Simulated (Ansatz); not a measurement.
**Energy of MgSe along an even scaling of the cell**

System: MgSe (Fm-3m, 2 atoms in the cell).
Method: Kohn-Sham DFT of a periodic cell, PBE, Ansatz PAW, no spin polarisation (Ansatz 0.2.0).

The 7 runs differ only in the geometry, by an even scaling of the cell at fixed fractional positions. The structure derives from an entry of the Crystallography Open Database.

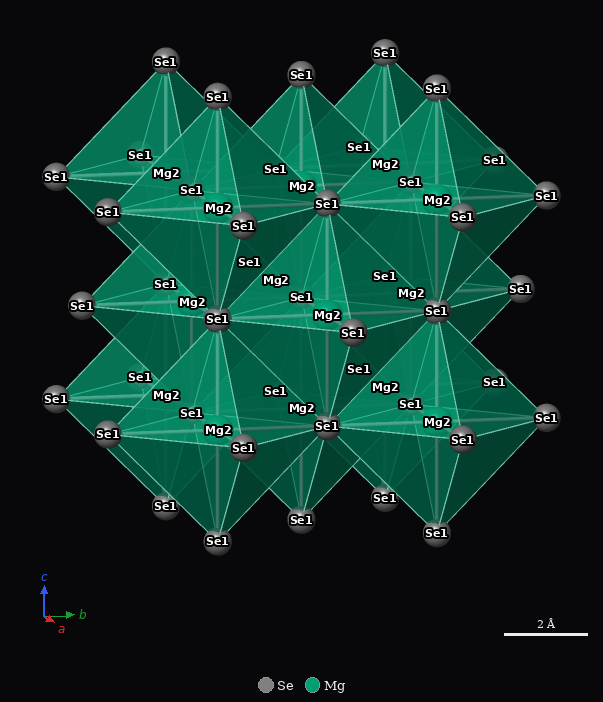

Figure 1. The structure of run 4 (polyhedral view of the cell 4 times as large as that of the calculation, set on its symmetry axes, seen slightly off an axis; polyhedra are completed across the faces of the cell; atoms are numbered from 1 in the order of the input).

## Input of run 4
```yaml
crystal:
  lattice:
    - [0.0, 2.7255, 2.7255]
    - [2.7255, 0.0, 2.7255]
    - [2.7255, 2.7255, 0.0]
  atoms:
    - { symbol: Se, position: [0.5, 0.5, 0.5] }
    - { symbol: Mg, position: [0.0, 0.0, 0.0] }
hamiltonian:
  xc: pbe
  pseudopotentials: { kind: paw }
kpoints:
  mp_grid: { grid: [8, 8, 8] }
scf:
  occupations: { method: fermi_dirac, width: 0.05 }
output:
  forces: true
  stress: true
  eigenvalues: true
```

Command:
```bash
ansatz run input.yaml --threads 1 --pin off --max-ram 2560MiB --backend cpu --events-out ev --progress --plain --runs-dir out
```

Run 3 differs from it as follows:
```diff
-    - [0.0, 2.7255, 2.7255]
-    - [2.7255, 0.0, 2.7255]
-    - [2.7255, 2.7255, 0.0]
+    - [0.0, 2.7072075025, 2.7072075025]
+    - [2.7072075025, 0.0, 2.7072075025]
+    - [2.7072075025, 2.7072075025, 0.0]
```

## Results, with one run withheld

| run | volume per atom (Å³) | free energy per atom, from the lowest run given (meV) | pressure (GPa) | gap on the mesh (eV) |
| --- | --- | --- | --- | --- |
| 1 | 19.031 | 36.50 | 6.85 | 1.93 |
| 2 | 19.436 | 21.46 | 5.08 | 1.89 |
| 3 | 19.841 | ? | ? | ? |
| 4 | 20.246 | 3.74 | 2.03 | 1.82 |
| 5 | 20.651 | 0.29 | 0.72 | 1.79 |
| 6 | 21.056 | 0.00 | −0.47 | 1.76 |
| 7 | 21.461 | 2.56 | −1.54 | 1.73 |

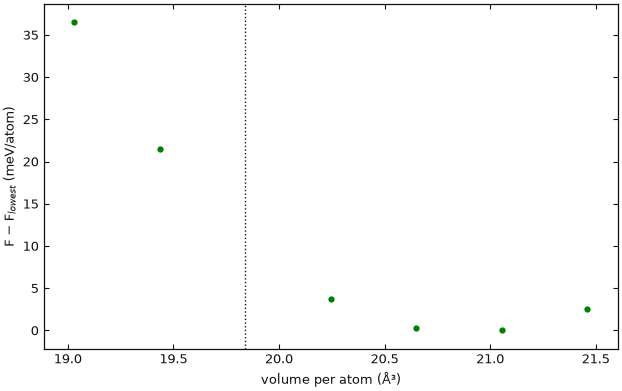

Figure 2. Free energy per atom of the runs given; the dotted line marks run 3.

Fit the runs given and predict run 3.

A cubic polynomial in V^(−2/3) (the Birch–Murnaghan form), fitted to the 6 runs given, misses them by under 0.01 meV per atom. With x = V^(−2/3) − 0.13445 Å⁻², it reads F = 3.2716 + 2685.8 x + 5.1343e+05 x² + 1.8254e+05 x³ (meV per atom). At run 3 it gives 10.67 meV per atom, and the run itself gives 10.67. The slope of the fit gives a pressure −dF/dV of 3.48 GPa there, and the run prints 3.48 GPa. The fit has its minimum at 20.892 Å³ per atom, where V d²F/dV² gives 60.7 GPa: the bulk modulus at this level, since symmetry fixes the shape and the positions. The gap on the mesh goes, without turning, from 1.93 eV in run 1 to 1.73 eV in run 7; run 3 has 1.86 eV. These are gaps of this functional on this mesh, which can miss the band edges; they aren't the measured gap.

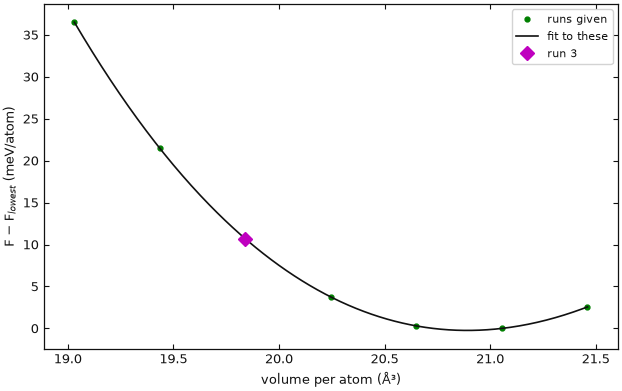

Figure 3. The fit and the withheld run.

## Output, shortened to warnings, some set-up lines, iterations and results (run 3)
```
Basis set: ecut = 420 eV, 749 PW (Γ), exchange–correlation on 54×54×54 points (8 copies of the dense FFT grid, shifted against one another)
Symmetry: 48 space group operations
k-points: 29 of 512
Initial density: superposition of atomic densities (neutral atoms: chi_scale 0, normalization atom), corrected by the library's trained network
[...]
SCF iter   1: F=—  HF=-7395.342026 eV  |F-HF|=—  |Δ(HF+E_count)|=         —  Δρ=7.37e-4  dr2=2.39e-4  ethr=1.77e-3  ⟨swp⟩=5.6  Hψ=2355  notcnv=0
SCF iter   2: F=—  HF=-7395.341505 eV  |F-HF|=—  |Δ(HF+E_count)|=   5.21e-4  Δρ=4.90e-4  dr2=1.35e-4  ethr=9.18e-7  ⟨swp⟩=2.6  Hψ=1006  notcnv=0
SCF iter   3: F=—  HF=-7395.341566 eV  |F-HF|=—  |Δ(HF+E_count)|=   6.11e-5  Δρ=4.90e-4  dr2=1.42e-4  ethr=5.18e-7  ⟨swp⟩=2.0  Hψ=841  notcnv=0
SCF iter   4: F=—  HF=-7395.341500 eV  |F-HF|=—  |Δ(HF+E_count)|=   6.59e-5  Δρ=1.39e-4  dr2=9.75e-6  ethr=5.18e-7  ⟨swp⟩=2.8  Hψ=774  notcnv=0
SCF iter   5: F=—  HF=-7395.341511 eV  |F-HF|=—  |Δ(HF+E_count)|=   1.14e-5  Δρ=1.78e-5  dr2=1.65e-7  ethr=3.75e-8  ⟨swp⟩=2.0  Hψ=606  notcnv=0
SCF iter   6: F=-7395.341511 eV  HF=-7395.341511 eV  |F-HF|=6.30e-10  |Δ(HF+E_count)|=   1.70e-8  Δρ=1.97e-6  dr2=2.29e-9  ethr=3.85e-10  ⟨swp⟩=5.0  Hψ=2001  notcnv=0
SCF 1 converged in 6 iterations: F = -7395.341511 eV  dr2 = 2.29e-9
SCF converged after 6 iterations
Free energy (F): -7395.341511 eV
Harris-Foulkes:  -7395.341511 eV  (|F-HF|=6.30e-10)
Internal energy: -7395.341511 eV  (E = F + TS)
E sigma→0 (E₀):  -7395.341511 eV
Fermi energy:    8.980763 eV
--- Per-component energies (eV) ---
  E_band       = -694.117578
  E_kinetic    = 197.591635
  E_local      = -3793.975033  (includes V_loc(G=0)·N_el)
  E_nonlocal   = -501.588806
  E_hartree    = 1675.147887
  E_xc         = -135.104958
  E_vxc        = -138.155136  (∫ρ·V_xc dr)
  E_paw        = -2203.274445  (= ΣΔE_a)
  E_vpaw       = 191.712503  (= ΣTr[D̂ρ^β])
  E_aug_tail   = -0.000607  (compensation charges beyond the density's cutoff)
  E_ewald      = -2634.137184
  E_smearing   = -0.000000  (= −TS)
  E_closure    = -0.000000  (closes the sum)
  Σ components = -7395.341511   (vs F -7395.341511, Δ=0.00e0)
--- Forces (eV/Å), atoms counted from 1 ---
  atom   1  Se     0.00000000    -0.00000000    -0.00000000
  atom   2  Mg    -0.00000000     0.00000000    -0.00000000
  max |Σ_I F_I| component: 1.36e-29 eV/Å
--- Stress (GPa, compression-positive) ---
        3.479348       0.000000       0.000000
       -0.000000       3.479348      -0.000000
        0.000000      -0.000000       3.479348
  P = ⅓ Tr σ = 3.4793 GPa (34.793 kbar)
```
